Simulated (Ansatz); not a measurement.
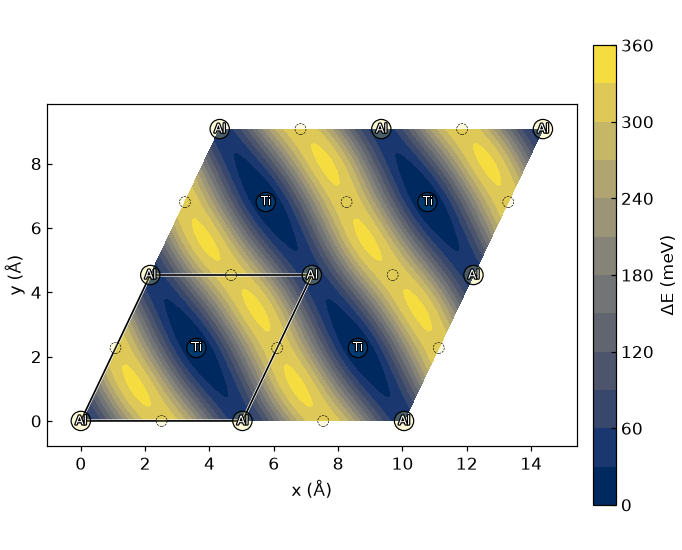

H on a TiAl₃(110) slab cut from the I4/mmm phase, its upper half relaxed before the scan (8 atoms of substrate and one adsorbate in a 1 × 1 cell). H is moved over the surface cell at a fixed height above a rigid substrate; the origin of the map has the adsorbate above Al8; the height is held at 3.00 Å. Places are given modulo a cell vector. The map is drawn in real space over the plane of the surface. The scan uses a 6 × 6 grid; 13 points were computed and 23 follow by symmetry. Energies are in meV, from the lowest grid point. The runs have no spin polarisation, so an open-shell adsorbate far from the surface lies too high. With one adsorbate in each 1 × 1 cell, its nearest image is 5.0 Å away, so neighbouring adsorbates interact. At a fixed height the lowest place need not be the adsorption site. Computed with DFT PBE+D3(BJ), scalar-relativistic, plane waves, PAW in Ansatz. Settings: cutoff 420 eV, k-mesh 6×6×1, gaussian smearing 0.1 eV, no spin polarisation.

The picture shows filled contours, labelled circles for the atoms of the top layer and small ones for the second layer, the outline of one cell of the 2 × 2 shown. Between grid points the surface is interpolated.

The lowest grid point is at the top site over a surface Ti atom, (3/6, 3/6) of the cell vectors. No other kind of well shows on this grid. The highest grid point, (1/6, 2/6) of the cell vectors [nearest 1 Ti at 3.75 Å and 1 Al at 3.70 Å], lies 333 meV above the lowest. On the interpolated surface the easiest way out of the lowest well to its copy in the next cell or period passes a barrier of about 38 meV. At the lowest point the adsorbate has 1 Ti at 3.06 Å as nearest neighbours, at the highest 1 Ti at 3.75 Å and 1 Al at 3.70 Å.

The scan is repeated with another setting: the height is held at 3.10 Å; all else is set up alike.

What will the new map look like?

The lowest place stays at the top site over a surface Ti atom, (3/6, 3/6) of the cell vectors. The span from the lowest to the highest grid point shrinks from 333 to 284 meV. The easiest pass out of the lowest well goes from about 38 to about 33 meV on the interpolated surfaces. In the new map: at the lowest point the adsorbate has 1 Ti at 3.16 Å as nearest neighbours, at the highest 1 Ti at 3.84 Å and 1 Al at 3.78 Å.

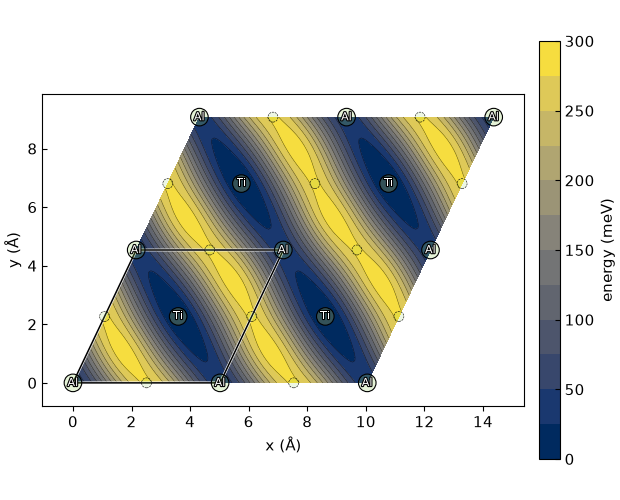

The map after the change, on a colour scale of its own. Drawn: filled contours, labelled circles for the atoms of the top layer and small ones for the second layer, the outline of one cell of the 2 × 2 shown. Between grid points the surface is interpolated.

PAW datasets: the set soft_1.
